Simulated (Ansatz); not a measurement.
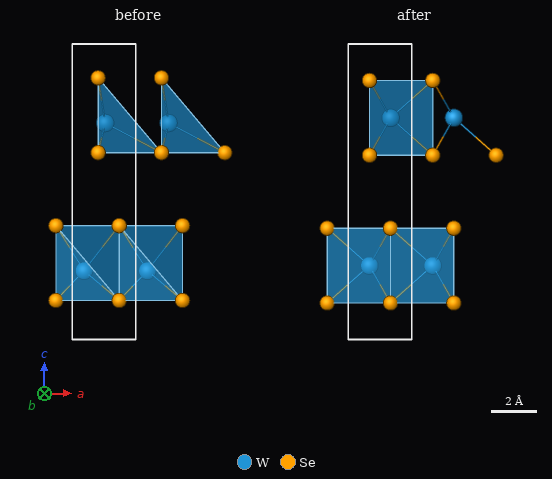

The structure of crystalline WSe$_{2}$ (set up in P1) before (left) and after (right) a relaxation, at one scale.

The picture is a polyhedral view of the cell of the calculation, repeated 2 × 1 × 1 with one cell outlined, seen along the b axis.

Case: all Se atoms moved 0.8 Å in one direction; relaxed back.

All numbers below come from DFT PBEsol, scalar-relativistic, plane waves, PAW in Ansatz. (plane-wave cutoff 420 eV; k-point mesh 12 × 12 × 2; occupations gaussian; smearing width 0.05 eV; no spin polarisation; cell and atoms relaxed; force threshold 0.01 eV/Å; at most 80 steps)

> Summarise the run.

Over 8 accepted moves (9 points after the start) the energy falls by 13.763 eV per cell of the calculation. Largest force component: 19 eV/Å at the start, 0.0016 eV/Å at the end. Pressure: 41.08 GPa at the start and 0.00 GPa at the end. The SCF was repeated once at an unchanged geometry on a basis and grid sized afresh for the cell, which shifted the energy by less than 0.05 meV per cell of the calculation at most. The largest moves, 0.53 Å, are those of W atoms. Largest moves by element: W 0.53 Å, Se 0.27 Å. The cell stays as it was. Near-neighbour distances that change, for instance: Se–W 3.246 → 2.524 Å, Se–W 1.865 → 2.524 Å, Se–W 2.868 → 2.524 Å, Se–W 2.407 → 2.524 Å. New bonds form, among them: Se–W (3.24 → 2.52 Å), Se–W (3.25 → 2.52 Å). Among the angles between lasting bonds that change: Se–W–Se 163.9° → 136.1°, Se–W–Se 109.8° → 136.0°, Se–W–Se 102.0° → 83.1°. Within 0.06 Å the space group is Cc at the start and P6_3/mmc at the end; at a tighter tolerance small leftover displacements or strains of the cell lower it.

Limits of the set-up: layers or molecules are held without a dispersion correction, so their spacing is unreliable.
